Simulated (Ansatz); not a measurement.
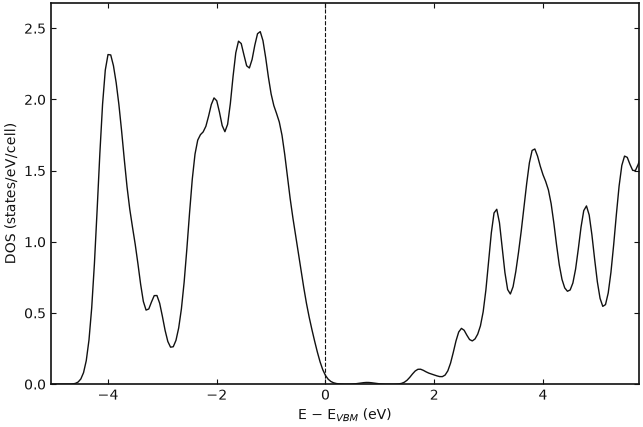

Density of states. Energies are counted from the top of the valence band. The curve is built from the levels of the k mesh with Gaussians 0.3 eV wide, which also blur the band edges.

System: CdSe, space group I-4m2, 2 atoms in the cell, zincblende type, epitaxial (xy) strain +5.0%.

```yaml
crystal:
  lattice:
    - [0.00000, 3.21964, 2.82936]
    - [3.21964, 0.00000, 2.82936]
    - [3.21964, 3.21964, 0.00000]
  atoms:
    - { symbol: Cd, position: [0.00000, 0.00000, 0.00000] }
    - { symbol: Se, position: [0.25000, 0.25000, 0.25000] }
```

Method: DFT, r2SCAN, plane waves, PAW, no spin polarisation, 8×8×8 k mesh, 500 eV cutoff (Ansatz 0.2.0).

Is there a gap at the Fermi level, and how wide?

Answer. There is a gap; over the k points computed it is 0.77 eV (direct among those points).

How wide is the upper valence band?

Answer. The upper group of valence states starts about 4.3 eV under the valence-band top, with a gap beneath it; it holds about 6 electrons a cell.
